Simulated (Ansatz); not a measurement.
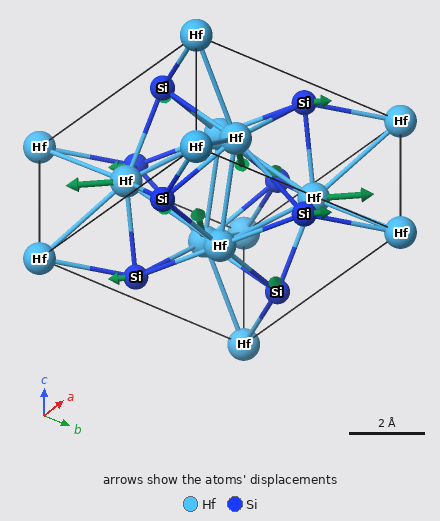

Lattice vibrations of a crystal of Hf3Si2, space group P4/mbm (No. 127), at the zone centre. The optical levels lie at 98, 107, 119, 121, 123 (×2), 128, 133 (×2), 139 (×2), 150, 151 (×2), 152, 314 (×3), 319 (×2), 326 (×2), 330 (×2), 336, 411, 427 cm⁻¹. One mode is drawn. Displacements are drawn as green arrows; their common scale and sign are arbitrary. The picture is a ball-and-stick view of the cell of the calculation, seen from a free direction.

Theory: Ansatz 0.2.0, DFT LDA, scalar-relativistic, plane waves, PAW. Set-up: plane-wave cutoff 420 eV; k-point mesh 6 × 6 × 10; occupations fermi dirac; smearing width 0.15 eV; no spin polarisation.

The frequencies depend somewhat on the k-mesh and the smearing.

### Which of these frequencies is the drawn mode's?

The level at 107 cm⁻¹. This is the B₁g mode, optical level 2 of 18, counted from below, Raman-active by symmetry. The Hf (2a) atoms stay at rest; atoms of one kind move against one another, with no net shift of any sublattice; the kinetic energy is shared as Hf 98 %, Si 2 %.
